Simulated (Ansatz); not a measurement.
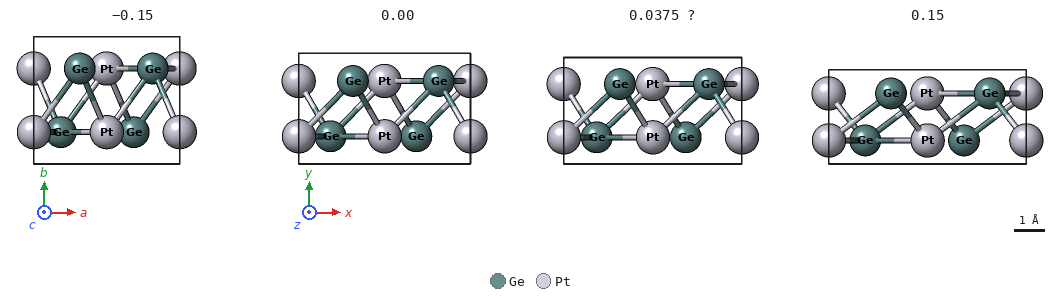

A scan of solid GePt (Pnma): the cell is strained along x and oppositely along y, with the atoms kept at their fractional coordinates. x, y and z are the Cartesian axes of the input. Style: ball-and-stick. Shown: the cell of the calculation, along the c axis.

All numbers below come from DFT PBEsol, scalar-relativistic, plane waves, PAW (Ansatz 0.2.0). (plane-wave cutoff 420 eV; k-point mesh 8 × 10 × 8; occupations gaussian; smearing width 0.15 eV; no spin polarisation). Energies (free energies at the smearing named) are counted from the relaxed crystal.

```csv
strain,E − E(ref) (meV/atom)
−0.1500,347
−0.1125,174
−0.0750,74
0.0000,0
0.0375,?
0.0750,52
0.1125,101
0.1500,162
```

One row is withheld. What is its energy?

A straight line between the two neighbours gives 26 meV/atom. A cubic through the four nearest rows (−0.0750, 0.0000, 0.0750, 0.1125) gives, with Lagrange weights, (−0.0500)(74) + (0.5000)(0) + (0.7500)(52) + (−0.2000)(101) = 15 meV/atom. The calculation gives 15 meV/atom, so the cubic is right to the digits shown and the straight line 11 meV/atom too high, as the curve bends upwards here.

The whole profile:

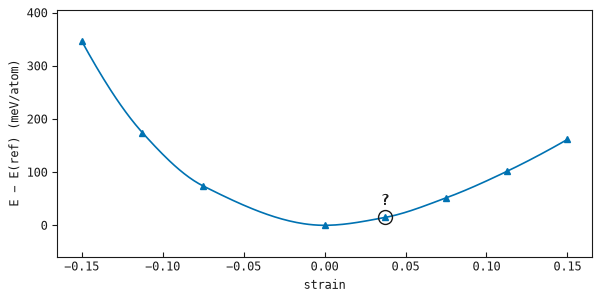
